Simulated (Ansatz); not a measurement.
Consider ZnCu2SnS4.

```
Zn Cu Sn S
1.0
     5.47116    0.00000    0.00000
     0.00000    5.47116    0.00000
     0.00000    0.00000   10.92442
Zn Cu Sn S
2 4 2 8
Direct
  0.50000 0.00000 0.25000
  0.00000 0.50000 0.75000
  0.00000 0.00000 0.00000
  0.50000 0.50000 0.50000
  0.00000 0.50000 0.25000
  0.50000 0.00000 0.75000
  0.00000 0.00000 0.50000
  0.50000 0.50000 0.00000
  0.76622 0.24172 0.12938
  0.26622 0.74172 0.62938
  0.24172 0.23378 0.87062
  0.74172 0.73378 0.37062
  0.23378 0.75828 0.12938
  0.73378 0.25828 0.62938
  0.25828 0.26622 0.37062
  0.75828 0.76622 0.87062
```

Space group I-4; computed without spin polarisation.

Theory: DFT PBE, scalar-relativistic, plane waves, PAW (Ansatz 0.2.0).

> Predict the valence pseudo-density and electron localisation function between the atoms.

Cu–S (2.32 Å): the density is about 0.51 e/Å³ at the midpoint; the ELF peaks at about 0.90 in the valence shell of S, 0.8 Å from its nucleus, and is about 0.45 at the midpoint.
Sn–S (2.47 Å): ρ at the midpoint is about 0.53 e/Å³; the ELF peaks at about 0.85 in the valence shell of S, 0.8 Å from its nucleus, and is about 0.55 at the midpoint.

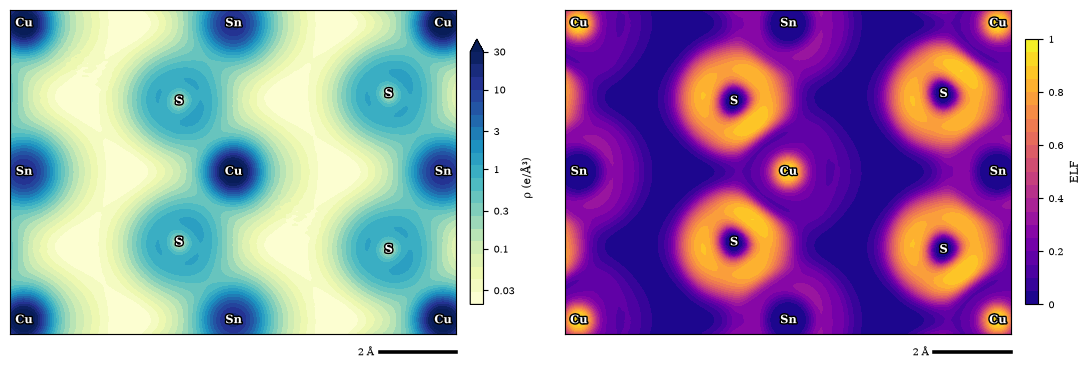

Computed valence pseudo-density and electron localisation function on the (11̄0) plane of the conventional cell, in this order. 
